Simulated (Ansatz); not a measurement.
The structure in question:

```cif
data_structure
_symmetry_space_group_name_H-M 'P 1'
_symmetry_Int_Tables_number 1
_cell_length_a 11.0427
_cell_length_b 6.3755
_cell_length_c 8.3316
_cell_angle_alpha 90.000
_cell_angle_beta 116.219
_cell_angle_gamma 90.000
_cell_volume 526.22
loop_
_atom_site_label
_atom_site_type_symbol
_atom_site_fract_x
_atom_site_fract_y
_atom_site_fract_z
_atom_site_occupancy
W1 W 0.25312 0.75681 0.01016 1
W2 W 0.00231 0.00000 0.00090 1
W3 W 0.25312 0.24319 0.01016 1
W4 W 0.49783 0.00000 0.98447 1
S1 S 0.14651 0.25823 0.20885 1
S2 S 0.39446 0.00000 0.24925 1
S3 S 0.64651 0.24177 0.20885 1
S4 S 0.40643 0.50000 0.21480 1
S5 S 0.51808 0.74387 0.78856 1
S6 S 0.76329 0.50000 0.79298 1
S7 S 0.01808 0.75613 0.78856 1
S8 S 0.76534 0.00000 0.79724 1
H1 H 0.32863 0.00000 0.36593 1
W5 W 0.75312 0.25681 0.01016 1
W6 W 0.50231 0.50000 0.00090 1
W7 W 0.75312 0.74319 0.01016 1
W8 W 0.99783 0.50000 0.98447 1
S9 S 0.64651 0.75823 0.20885 1
S10 S 0.89446 0.50000 0.24925 1
S11 S 0.14651 0.74177 0.20885 1
S12 S 0.90643 0.00000 0.21480 1
S13 S 0.01808 0.24387 0.78856 1
S14 S 0.26329 0.00000 0.79298 1
S15 S 0.51808 0.25613 0.78856 1
S16 S 0.26534 0.50000 0.79724 1
H2 H 0.82863 0.50000 0.36593 1
```

Work out the structure from the coordinates.

The solid is HW4S8. Space group Cm (No. 8), lattice base-centred monoclinic. Cell content 2 H, 8 W, 16 S; Z = 2. The neighbours of W are six S in a distorted trigonal prismatic arrangement at 2.37 to 2.90 Å. The neighbours of H is one S at 1.45 Å. Not all metal-metal contacts are counted. Counting contacts within bonding distance, the coordination numbers are S 3 to 4 (mean 3.1). Not all metal-metal contacts are counted. The bonds build HW4S8 layers parallel to (001).

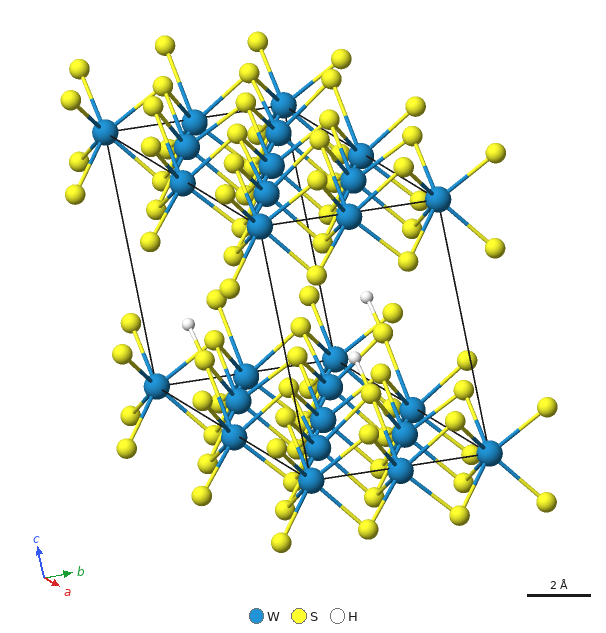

The crystal in a ball-and-stick representation, seen slightly off an axis. The wireframe shows the conventional unit cell. Some atoms of the next cells are drawn as well. Colours: hydrogen white, tungsten blue, sulfur yellow.

The structure was taken from a structure listed in the Materials Project, repeated into a supercell with a point defect put in. The cell was then strained or its atoms displaced on purpose. It was run through Ansatz as a DFT input.
